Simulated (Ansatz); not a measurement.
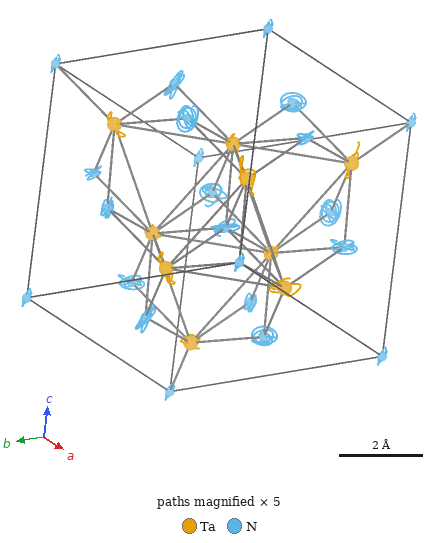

A Born-Oppenheimer molecular dynamics run of an 18-atom cell of TaN (set up in P-6m2), 252 fs long. Lines trace each atom's path, in the colour of its element; spheres stand at the starting positions. The excursions are magnified 5 times. Seen from a free direction in the simulation cell.

Computed with Ansatz, DFT PBE, scalar-relativistic, plane waves, PAW. Set-up: plane-wave cutoff 420 eV; k-point mesh 2 × 2 × 2; Fermi-Dirac smearing 0.05 eV; volume 1.01 times that of the relaxed crystal; constant energy (NVE); velocities drawn for 450 K; time step 4 fs.

Describe the motion.

Root-mean-square distances from the starting positions over the second half, with the common drift of all atoms taken out: N 0.05 Å, Ta 0.05 Å. That is small against the typical shortest distance between atoms in the first frame, about 2.2 Å: the atoms vibrate about their sites and the arrangement holds. Over the second half the temperature averages 224 K (spread ±36 K). The first frame carries almost no forces, so kinetic energy first flows into potential energy: the temperature drops from 450 to 178 K within 20 fs, and without a thermostat its mean stays below the start. The potential energy in the second half lies on average 28.2 meV per atom above the first frame. The mean pressure there is 2.6 GPa. The total energy stays between 0 and 1 meV per atom of its start. A straight-line fit has a slope that amounts to +0.059 meV per atom over 252 fs (0.2 % of the mean kinetic energy), and the ripple about it is 2.1 % of the kinetic energy's fluctuation. That is tolerable for a short run, though not tight (an offset or drift over 2 % of the kinetic energy, or a ripple over 7 %). The time step of 4 fs is long for the fastest vibrations here (lightest element nitrogen).
